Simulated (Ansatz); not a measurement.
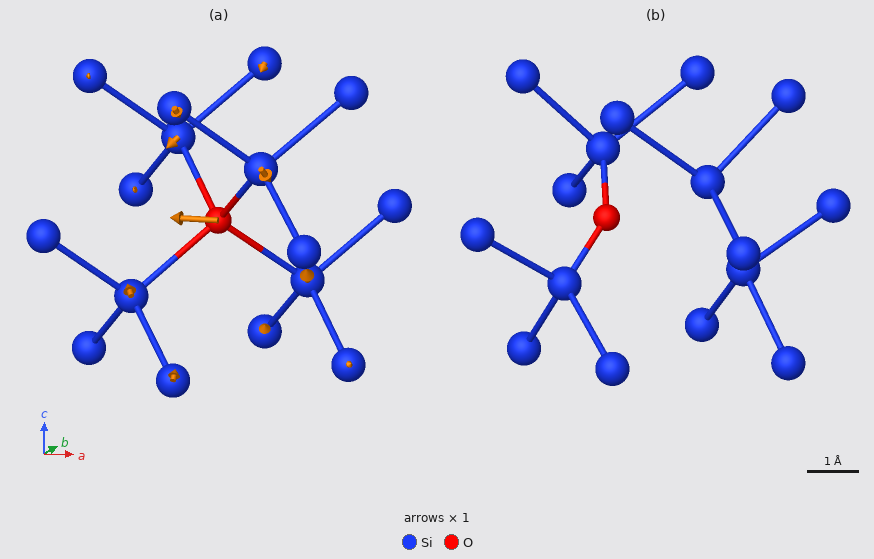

The structure of a defect cell of composition Si$_{215}$O (cell charge +2) before (left) and after (right) a relaxation, at one scale. The orange arrows give the displacements, at their true length.

A ball-and-stick model of the atoms within 4.2 Å of the atom that moves most (axes of the cell of the calculation (origin shifted)), seen slightly off an axis.

Theory: DFT, PBEsol, PAW, plane waves in Ansatz 0.2.0. (plane-wave cutoff 420 eV; k-point mesh 1 × 1 × 1; mesh shifted by (0.25, 0.25, 0.25); no spin polarisation; atoms relaxed in a fixed cell; force threshold 0.03 eV/Å; at most 80 steps)

Q: Summarise the run.

A: After 20 geometry steps the energy has fallen by 2.923 eV per cell of the calculation. The largest force component goes from 1 to 0.023 eV/Å. The largest move is that of the O atom, 1.02 Å along −a. By element the largest moves are O 1.02 Å, Si 0.45 Å. The cell stays as it was. Near-neighbour distances that change, for instance: Si–Si 3.858 → 2.988 Å, O–Si 2.345 → 1.700 Å, O–Si 2.321 → 1.701 Å, O–Si 2.370 → 2.906 Å. Bond angles that change, for instance: Si–Si–Si 110.1° → 100.3°, Si–Si–Si 108.8° → 100.3°, Si–Si–Si 109.6° → 103.5°.

Limits of the set-up: the cell is charged, on a uniform background, and energies carry no finite-size correction.
